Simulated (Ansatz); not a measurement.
**Hf$_{16}$SiO$_{32}$: single-point calculation (part 2 of 2)**

The same run, continued: Hf$_{16}$SiO$_{32}$ (defect cell, 49 atoms in the cell); DFT PBE, scalar-relativistic, plane waves, PAW, spin-polarised (Ansatz 0.2.0); cutoff 420 eV, 2×2×2 k-mesh, Gaussian smearing of 0.05 eV, collinear spins. The structure derives from a Materials Project entry.

## Output, continued
```
  atom  48  O     -0.00954985     0.00585595     0.00327653
  atom  49  Si     0.01473029    -0.00666014    -0.01398779
  max |Σ_I F_I| component: 1.86e-5 eV/Å
--- Band table (eV; the first three rows and the last of 16) ---
  k-point 0 ↑: bands = ["-44.3589", "-44.2782", "-44.2713", "-44.2308", "-44.2122", "-44.2055", "-44.1673", "-44.1206", "-44.1179", "-44.1044", ... 158 levels left out ..., "6.0626", "6.0634", "6.0680", "6.0693", "6.0711", "6.0727", "6.0763", "6.0782", "6.0834", "6.0877", "6.0897", "6.0918", "6.0932", "6.0973", "6.0992", "6.1036", "6.1053", "6.1078", "6.1092", "6.1127", "6.1191", "6.1214", "6.1263", "6.1323", "6.1350", "6.1353", "6.1420", "6.1472", "6.1530",
      "6.1612", "6.1681", "6.1784", "6.1889", "6.6637", "6.6665", "6.7251", "6.7310", "6.7731", "6.8084", "6.8231", "9.3356", "10.4511", "10.5804", "10.7165", "10.7697", "10.8302", "10.8931", "10.9347", "11.1060", "11.1984", "11.3018", "11.3627", "11.3731", "11.4152", "11.4894", "11.5538", "11.5853", "11.6289", "11.6312", "11.6834", "11.8018", "11.9013", "11.9312", "12.0083", "12.0432", "12.1695", "12.2110", "12.2891", "12.3304",
      "12.3505", "12.3900", "12.4884", "12.5327", "12.5834", "12.6323", "12.6850", "12.7293", "12.7948", "12.8386", "12.8920", "12.9867", "13.0660", "13.1700", "13.2092", "13.2737", "13.2797", "13.3918", "13.4534", "13.5108", "13.6035", "13.6359", "13.6624", "13.7358", "13.8036", "13.8481", "13.8565", "13.8943", "13.9077", "14.0049", "14.0416", "14.0881", "14.1010", "14.1857", "14.2487", "14.2841", "14.3432", "14.3841", "14.4100", "14.4878",
      "14.5693", "14.5822", "14.6339", "14.7068", "14.7890", "14.8279", "14.9027", "14.9519", "14.9800", "14.9878", "15.0597", "15.0858", "15.0950", "15.1746", "15.3085", "15.3275", "15.4026", "15.4951", "15.5186", "15.5838", "15.6514", "15.7655", "15.7991", "15.8697", "15.9296", "16.0085", "16.1631", "16.4741", "18.9111", "19.9995", "20.6715", "20.8343", "20.9467", "20.9876", "21.1397", "21.2246", "21.2904", "21.3714", "21.4099", "21.4682",
      "21.5984", "21.6053", "21.6241", "21.7045", "21.7726", "21.9204", "21.9487", "21.9636", "22.0420", "22.0828", "22.0939", "22.1722", "22.2948", "22.3859", "22.3887", "22.5064", "22.6019", "22.6331", "22.6740", "22.7274", "22.8661", "22.8784", "22.9820", "23.0492", "23.1029", "23.2375", "23.2403", "23.3024", "23.3627", "23.4356", "23.4698", "23.6177", "23.6566", "23.7110", "23.7981", "23.8945", "23.9147", "24.0069", "24.0915", "24.1823",
      "24.3172", "24.3951", "24.4229", "24.5113", "24.5943", "24.6887", "24.7405", "24.8152", "24.9449", "24.9555", "25.0269"]
  k-point 1 ↑: bands = ["-44.3589", "-44.2782", "-44.2713", "-44.2308", "-44.2122", "-44.2055", "-44.1673", "-44.1207", "-44.1179", "-44.1044", ... 158 levels left out ..., "6.0579", "6.0658", "6.0669", "6.0693", "6.0729", "6.0748", "6.0771", "6.0801", "6.0843", "6.0868", "6.0896", "6.0912", "6.0932", "6.0970", "6.1000", "6.1032", "6.1050", "6.1071", "6.1094", "6.1121", "6.1193", "6.1224", "6.1267", "6.1302", "6.1338", "6.1352", "6.1412", "6.1476", "6.1520",
      "6.1618", "6.1677", "6.1787", "6.1899", "6.6635", "6.6664", "6.7249", "6.7308", "6.7729", "6.8082", "6.8231", "9.3765", "10.5840", "10.6375", "10.7125", "10.8384", "10.8921", "10.9128", "11.0023", "11.0674", "11.0948", "11.2290", "11.2689", "11.3627", "11.4249", "11.4570", "11.4889", "11.4999", "11.5372", "11.6581", "11.6799", "11.7880", "11.8652", "11.8697", "11.9719", "12.0130", "12.0781", "12.0908", "12.1813", "12.1926",
      "12.2025", "12.3023", "12.3477", "12.3771", "12.5144", "12.6690", "12.7070", "12.7974", "12.9023", "12.9825", "13.0017", "13.0425", "13.0838", "13.1610", "13.2389", "13.3135", "13.3958", "13.4368", "13.5151", "13.5319", "13.6442", "13.6629", "13.7157", "13.7891", "13.8339", "13.8461", "13.9147", "13.9766", "14.0630", "14.0862", "14.1113", "14.1766", "14.2572", "14.2820", "14.3238", "14.3353", "14.3708", "14.3902", "14.4716", "14.5395",
      "14.5528", "14.6109", "14.6344", "14.6503", "14.6968", "14.7297", "14.8147", "14.8539", "14.9145", "14.9290", "14.9857", "15.0358", "15.1798", "15.2263", "15.2510", "15.3207", "15.3548", "15.3860", "15.4867", "15.6485", "15.6527", "15.7190", "15.8159", "15.8662", "15.8890", "15.9938", "16.1925", "16.5678", "18.9653", "19.8598", "20.6577", "20.8239", "20.8855", "21.0490", "21.1648", "21.2249", "21.2946", "21.3061", "21.4221", "21.5189",
      "21.5259", "21.6027", "21.6700", "21.7395", "21.7860", "21.8919", "21.8997", "21.9601", "21.9700", "22.0527", "22.0819", "22.2402", "22.3369", "22.3817", "22.4038", "22.4939", "22.5282", "22.6353", "22.6901", "22.7173", "22.7709", "22.8441", "22.9998", "23.0968", "23.1715", "23.2012", "23.3294", "23.3741", "23.4553", "23.4800", "23.5768", "23.6417", "23.6812", "23.7489", "23.9068", "23.9674", "23.9989", "24.0197", "24.1507", "24.2010",
      "24.3217", "24.3499", "24.3538", "24.5353", "24.6206", "24.6994", "24.7519", "24.8130", "24.8590", "24.9539", "25.0672"]
  k-point 2 ↑: bands = ["-44.3589", "-44.2782", "-44.2713", "-44.2308", "-44.2122", "-44.2055", "-44.1673", "-44.1206", "-44.1179", "-44.1044", ... 158 levels left out ..., "6.0598", "6.0638", "6.0684", "6.0712", "6.0719", "6.0728", "6.0769", "6.0786", "6.0829", "6.0866", "6.0886", "6.0929", "6.0943", "6.0981", "6.0998", "6.1039", "6.1063", "6.1086", "6.1105", "6.1116", "6.1170", "6.1222", "6.1262", "6.1286", "6.1328", "6.1377", "6.1401", "6.1475", "6.1531",
      "6.1603", "6.1690", "6.1786", "6.1913", "6.6636", "6.6663", "6.7246", "6.7310", "6.7733", "6.8080", "6.8232", "9.4860", "10.4453", "10.5795", "10.7719", "10.8071", "10.9053", "10.9621", "11.0222", "11.1239", "11.1403", "11.1904", "11.2847", "11.3022", "11.3656", "11.4123", "11.4925", "11.5122", "11.5923", "11.6847", "11.7592", "11.7770", "11.7939", "11.8522", "11.9199", "11.9586", "12.0204", "12.0965", "12.2296", "12.2664",
      "12.3333", "12.3865", "12.4411", "12.5342", "12.5500", "12.5692", "12.6650", "12.7132", "12.7824", "12.8464", "12.9098", "13.0007", "13.0376", "13.1515", "13.2370", "13.3326", "13.3772", "13.4014", "13.4732", "13.5652", "13.6131", "13.6827", "13.7092", "13.7908", "13.8329", "13.8635", "13.8918", "13.9193", "13.9603", "14.0416", "14.1228", "14.1805", "14.2200", "14.2753", "14.2891", "14.3306", "14.3485", "14.4313", "14.4484", "14.4779",
      "14.5409", "14.6231", "14.6624", "14.7148", "14.7528", "14.8049", "14.8275", "14.9057", "14.9656", "15.0453", "15.0921", "15.1921", "15.1967", "15.2588", "15.3095", "15.3844", "15.4154", "15.4470", "15.5086", "15.5260", "15.6118", "15.6936", "15.7597", "15.8438", "15.9223", "15.9966", "16.0417", "16.6472", "18.9573", "19.8606", "20.6742", "20.7130", "20.9700", "21.0505", "21.0930", "21.2152", "21.2540", "21.3417", "21.3914", "21.5230",
      "21.5308", "21.5995", "21.6378", "21.7665", "21.7908", "21.8679", "21.8930", "21.9194", "22.0339", "22.0643", "22.1418", "22.2339", "22.2552", "22.3064", "22.4343", "22.4786", "22.5128", "22.5499", "22.6149", "22.7536", "22.7715", "22.8404", "22.9458", "23.0777", "23.1493", "23.1941", "23.2363", "23.3233", "23.4832", "23.5133", "23.5897", "23.6507", "23.7012", "23.8220", "23.8825", "23.9109", "24.0191", "24.0621", "24.1337", "24.2093",
      "24.2754", "24.3508", "24.4255", "24.4806", "24.5746", "24.5942", "24.7362", "24.7953", "24.9226", "24.9576", "24.9864"]
  k-point 7 ↓: bands = ["-44.3589", "-44.2782", "-44.2713", "-44.2308", "-44.2122", "-44.2055", "-44.1673", "-44.1206", "-44.1179", "-44.1044", ... 158 levels left out ..., "6.0582", "6.0638", "6.0655", "6.0683", "6.0747", "6.0752", "6.0774", "6.0805", "6.0829", "6.0838", "6.0904", "6.0909", "6.0935", "6.0955", "6.1010", "6.1029", "6.1063", "6.1095", "6.1119", "6.1138", "6.1186", "6.1204", "6.1257", "6.1290", "6.1332", "6.1379", "6.1402", "6.1474", "6.1523",
      "6.1599", "6.1710", "6.1805", "6.1920", "6.6636", "6.6664", "6.7244", "6.7312", "6.7731", "6.8085", "6.8231", "9.4645", "10.3861", "10.5167", "10.6594", "10.6846", "10.7681", "10.9098", "11.1060", "11.2057", "11.2362", "11.3128", "11.3640", "11.4145", "11.4273", "11.4668", "11.4797", "11.5571", "11.6593", "11.6779", "11.7251", "11.8111", "11.8567", "11.9213", "11.9292", "12.0259", "12.1142", "12.1529", "12.1599", "12.2036",
      "12.2607", "12.3247", "12.3513", "12.4489", "12.4867", "12.5668", "12.5821", "12.6104", "12.6480", "12.7690", "12.8894", "13.0091", "13.0728", "13.1684", "13.1778", "13.2161", "13.2527", "13.3170", "13.4046", "13.4596", "13.4848", "13.6881", "13.7220", "13.8201", "13.8660", "13.8792", "13.9055", "13.9480", "14.0449", "14.0798", "14.1495", "14.1927", "14.2170", "14.2504", "14.3537", "14.3913", "14.4341", "14.4701", "14.4982", "14.5337",
      "14.5630", "14.6162", "14.6468", "14.6804", "14.7180", "14.7501", "14.8598", "14.9007", "14.9303", "15.1302", "15.1428", "15.1619", "15.2514", "15.2904", "15.3425", "15.4069", "15.4474", "15.5465", "15.5653", "15.5777", "15.6502", "15.6819", "15.8157", "15.9313", "15.9786", "16.0339", "16.1080", "16.6423", "19.0137", "19.8394", "20.1769", "20.8112", "21.0307", "21.0859", "21.0934", "21.2206", "21.2471", "21.3528", "21.4345", "21.5338",
      "21.5554", "21.5760", "21.6427", "21.7128", "21.7955", "21.8362", "21.8776", "22.0089", "22.0227", "22.0732", "22.1006", "22.1647", "22.1808", "22.2853", "22.3705", "22.4195", "22.4487", "22.6086", "22.6671", "22.7358", "22.8186", "22.8964", "22.9350", "23.0182", "23.2039", "23.2677", "23.3325", "23.3469", "23.4350", "23.4731", "23.5255", "23.6589", "23.7246", "23.7608", "23.8980", "23.9708", "24.0357", "24.1087", "24.1504", "24.2709",
      "24.2826", "24.3269", "24.4109", "24.5264", "24.6186", "24.6277", "24.7614", "24.8207", "24.8677", "24.9486", "25.0266"]
--- Löwdin populations: 49 sites ---
  site symbol       q [e]    m [muB]
     0     Hf     24.6145    -0.0000
     1     Hf     24.6454    -0.0000
     2     Hf     24.6110    -0.0000
     3     Hf     24.7174    -0.0000
     4     Hf     24.6206    -0.0000
     5     Hf     24.6145    -0.0000
     6     Hf     24.9544    -0.0000
     7     Hf     24.6012    -0.0000
     8     Hf     24.6062    -0.0000
     9     Hf     24.6475    -0.0000
    10     Hf     24.6403    -0.0000
    11     Hf     24.7142     0.0000
    12     Hf     24.6111    -0.0000
    13     Hf     24.5833    -0.0000
    14     Hf     24.5925    -0.0000
    15     Hf     24.6106    -0.0000
    16      O      6.6453    -0.0000
    17      O      6.6136    -0.0000
    18      O      6.6561    -0.0000
    19      O      6.6511    -0.0000
    20      O      6.6355    -0.0000
    21      O      6.6608     0.0000
    22      O      6.6393    -0.0000
    23      O      6.6404    -0.0000
    24      O      6.6134    -0.0000
    25      O      6.6093    -0.0000
    26      O      6.6042    -0.0000
    27      O      6.6091     0.0000
    28      O      6.6030    -0.0000
    29      O      6.6253    -0.0000
    30      O      6.6247    -0.0000
    31      O      6.6230     0.0000
    32      O      6.6433    -0.0000
    33      O      6.6512     0.0000
    34      O      6.6485    -0.0000
    35      O      6.6563     0.0000
    36      O      6.6531    -0.0000
    37      O      6.6612    -0.0000
    38      O      6.6432    -0.0000
    39      O      6.6773     0.0000
    40      O      6.6676    -0.0000
    41      O      6.6765     0.0000
    42      O      6.6381    -0.0000
    43      O      6.6453    -0.0000
    44      O      6.6507    -0.0000
    45      O      6.6663    -0.0000
    46      O      6.6403     0.0000
    47      O      6.6329     0.0000
    48     Si      3.5218     0.0000
  spilling = 0.002594 (of n_electrons = 612.000000)
--- Bader charges: 49 sites ---
  site symbol  charge [e]  shift [e]    m [muB]
     0     Hf      2.6332     0.0059     0.0000
     1     Hf      2.5964     0.0062     0.0000
     2     Hf      2.6227     0.0060     0.0000
     3     Hf      2.5332     0.0043     0.0000
     4     Hf      2.6258     0.0060     0.0000
     5     Hf      2.6339     0.0052     0.0000
     6     Hf      2.2183     0.0052     0.0000
     7     Hf      2.6247     0.0055     0.0000
     8     Hf      2.6125     0.0058     0.0000
     9     Hf      2.5891     0.0058     0.0000
    10     Hf      2.6092     0.0063     0.0000
    11     Hf      2.5261     0.0051     0.0000
    12     Hf      2.6355     0.0061     0.0000
    13     Hf      2.6418     0.0057     0.0000
    14     Hf      2.6380     0.0056     0.0000
    15     Hf      2.6305     0.0061     0.0000
    16      O     -1.3218     0.0024     0.0000
    17      O     -1.3048     0.0032     0.0000
    18      O     -1.3189     0.0025     0.0000
    19      O     -1.3204     0.0027     0.0000
    20      O     -1.3299     0.0029     0.0000
    21      O     -1.3325     0.0023     0.0000
    22      O     -1.3099     0.0029     0.0000
    23      O     -1.3099     0.0027     0.0000
    24      O     -1.3073     0.0034     0.0000
    25      O     -1.3027     0.0034     0.0000
    26      O     -1.3114     0.0033     0.0000
    27      O     -1.2998     0.0029     0.0000
    28      O     -1.3111     0.0036     0.0000
    29      O     -1.3164     0.0032     0.0000
    30      O     -1.3122     0.0031     0.0000
    31      O     -1.3063     0.0029     0.0000
    32      O     -1.2984     0.0033     0.0000
    33      O     -1.3017     0.0031     0.0000
    34      O     -1.3020     0.0034     0.0000
    35      O     -1.3105     0.0027     0.0000
    36      O     -1.3135     0.0030     0.0000
    37      O     -1.3075     0.0029     0.0000
    38      O     -1.2958     0.0033     0.0000
    39      O     -1.4763     0.0025     0.0000
    40      O     -1.3250     0.0020     0.0000
    41      O     -1.5054     0.0019     0.0000
    42      O     -1.2957     0.0031     0.0000
    43      O     -1.3118     0.0030     0.0000
    44      O     -1.3064     0.0033     0.0000
    45      O     -1.3148     0.0028     0.0000
    46      O     -1.2904     0.0033     0.0000
    47      O     -1.2834     0.0033     0.0000
    48     Si      0.8833     0.0051     0.0000
  estimated error of the sums over rays = 5.5e-4 e
```

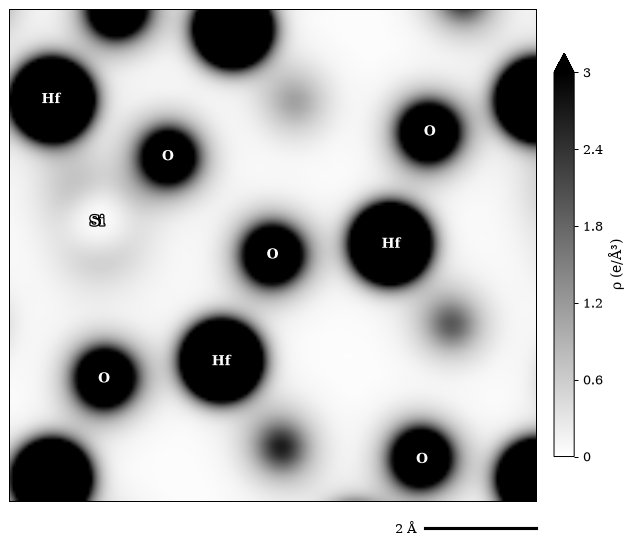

**Figure 1.** Valence pseudo-density on the (11̄0) plane of the calculation cell. The section cuts through Hf, O and Si sites. Si–O (1.73 Å): ρ at the midpoint is about 0.97 e/Å³. Hf–O (2.13 Å): the density is about 0.68 e/Å³ at the midpoint. Away from the nuclei the density in this plane falls to 0.03 e/Å³ at its lowest. Core electrons are frozen (PAW), so the fields are smoothed inside the atomic spheres.

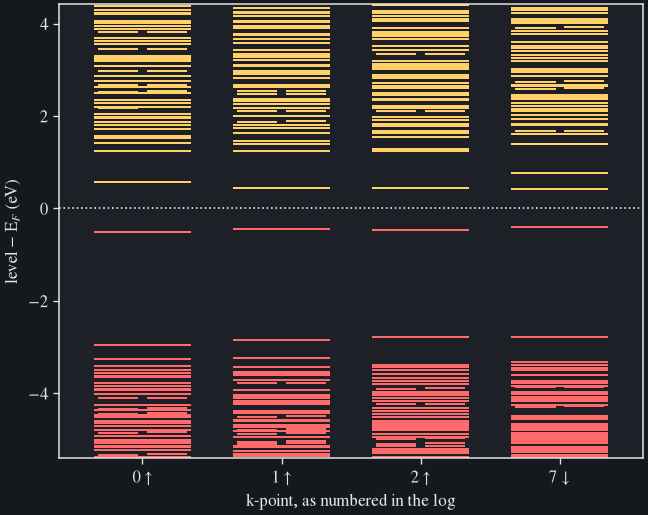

**Figure 2.** Kohn–Sham levels near the Fermi level (dotted) at the few k-points that the log prints; levels within 0.02 eV of each other stand side by side. Among these points the highest filled and lowest empty levels are 0.83 eV apart; the gap on the full mesh, 0.79 eV, has an edge at a point that isn't printed.
